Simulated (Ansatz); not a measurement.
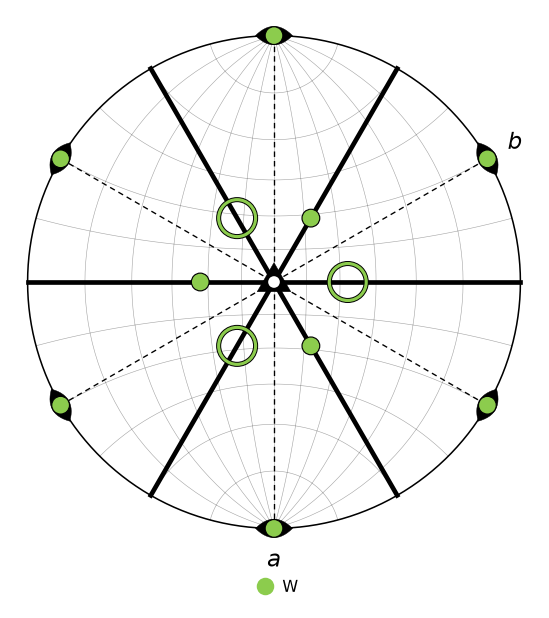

Crystal: W, coordinates from a relaxation with DFT PBEsol, scalar-relativistic, plane waves, PAW in Ansatz; the starting structure was generated, so it need not be a known form of this composition. Directions from one tungsten atom at (0, 0, 0) to its bonded neighbours, in stereographic projection down c (filled: above the plane of the page or in it, open: below). The drawing is computed from the coordinates (standard cell, symmetry found to 0.002 Å).

Neighbours are counted up to 3.09 Å for W. The symmetry elements of the site are drawn in: heavy lines are mirror planes (a heavy rim: a mirror in the plane of the page); lens, triangle, square and hexagon are 2-, 3-, 4- and 6-fold axes, a lens in an open square is −4, a triangle in an open hexagon −6; thin dashed diameters join the ends of axes that lie in the page; a small open circle marks inversion.

```yaml
crystal:
  lattice:
    - [2.75966, 0.00000, 0.00000]
    - [-1.37983, 2.38994, 0.00000]
    - [0.00000, 0.00000, 21.84485]
  atoms:
    - { symbol: W, position: [0.00000, 0.00000, 0.00000] }
    - { symbol: W, position: [0.33333, 0.66667, 0.88909] }
    - { symbol: W, position: [0.00000, 0.00000, 0.77757] }
    - { symbol: W, position: [0.66667, 0.33333, 0.33333] }
    - { symbol: W, position: [0.00000, 0.00000, 0.22243] }
    - { symbol: W, position: [0.66667, 0.33333, 0.11091] }
    - { symbol: W, position: [0.33333, 0.66667, 0.66667] }
    - { symbol: W, position: [0.66667, 0.33333, 0.55576] }
    - { symbol: W, position: [0.33333, 0.66667, 0.44424] }
```

**How many neighbours are there, and at what angles?**

12: 6 W at 2.76 Å, 6 W at 2.90 Å. Angles between bonds: 57° (6×), 60° (6×), 62° (12×), 90° (12×), 118° (12×), 120° (6×), 123° (6×), 180° (6×).

**What is the site's symmetry in the crystal?**

Point group -3m (D3d), order 12: one threefold axis, three twofold axes, three mirror planes, an inversion centre. In No. 166, R-3m, hexagonal axes this is Wyckoff position 3a.
